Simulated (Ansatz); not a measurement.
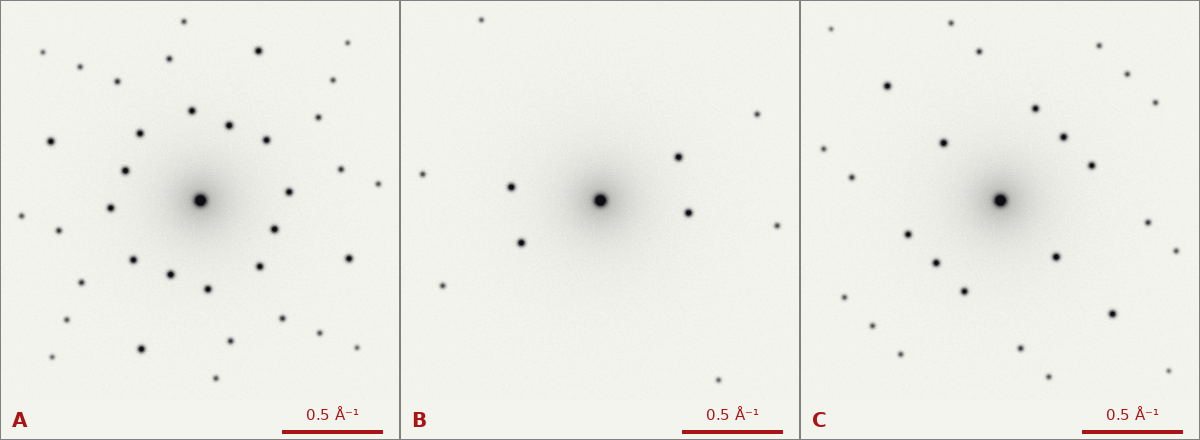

The patterns are kinematic simulations for 300 kV electrons (no multiple scattering; isotropic B = 0.5 Å²).

All three come from Mo, space group Pm-3n (No. 223), a = 4.99 Å. Structure: the end point of a relaxation with Ansatz, DFT PBEsol, scalar-relativistic, plane waves, PAW; the starting structure was generated, so it need not be a known form of this composition.

**Assign the zone axes [001], [210], [221] to A, B and C.**

A is [001]: square net of 1 0 0 (itself extinct) at d = 4.99 Å and 0 1 0 (itself extinct) at d = 4.99 Å, at 90.0°. B is [221]: centred rectangular net of 1 -1 0 (itself too weak to see) at d = 3.53 Å and 1 0 -2 at d = 2.23 Å, at 71.6°. C is [210]: rectangular net of 0 0 1 (itself extinct) at d = 4.99 Å and 1 -2 0 at d = 2.23 Å, at 90.0°.
